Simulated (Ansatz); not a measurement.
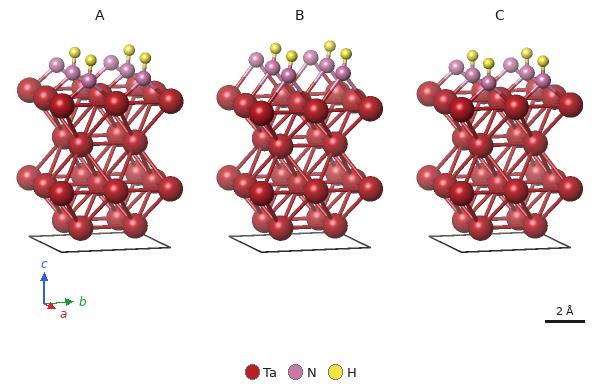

3 geometries from one constrained relaxation of a slab of composition Ta4HN (cut from the Fm-3m phase), in shuffled order. Style: ball-and-stick. Shown: the 2 × 2 repeat of the cell, outlined in the plane, without the vacuum, slightly off an axis.

Case: NH put at a bridge Ta-Ta site. The slab is the (1 0 0) face of Ta with NH on it. 2 atoms are held fixed.

Level of theory: DFT PBEsol, scalar-relativistic, plane waves, PAW in Ansatz. (plane-wave cutoff 420 eV; k-point mesh 10 × 10 × 1; occupations gaussian; smearing width 0.1 eV; no spin polarisation; dipole correction; atoms relaxed in a fixed cell; force threshold 0.03 eV/Å; at most 70 steps)

Q: Order the frames from highest to lowest energy.

A: B, A, C. They are steps 0, 2, 6, at +2.268 eV per cell of the calculation, +0.142 eV per cell of the calculation relative to the last. After 5 accepted moves (6 points after the start) the energy has fallen by 2.268 eV per cell of the calculation. Largest force component: 5.4 eV/Å at the start, 0.017 eV/Å at the end. 1 step only repeated the SCF at the same geometry. The H atom moves most: 0.41 Å at 25° to the normal (−c side). Largest moves by element: H 0.41 Å, N 0.40 Å, Ta 0.20 Å. The cell doesn't change. Some distances before and after: N–Ta 2.422 → 1.987 Å, Ta–Ta 2.894 → 3.008 Å, Ta–Ta 3.040 → 3.070 Å, H–N 1.020 → 1.025 Å. Among the angles between lasting bonds that change: Ta–N–Ta 75.1° → 96.0°, Ta–N–H 152.7° → 132.2°. The run took 57 s on 2 threads of Intel(R) Xeon(R) 6975P-C (Granite Rapids), with other jobs on the host, peak memory 0.69 GiB.

Limits of the set-up: the periodic images lie only 3.0 Å apart, so the values are limited by the cell's size.
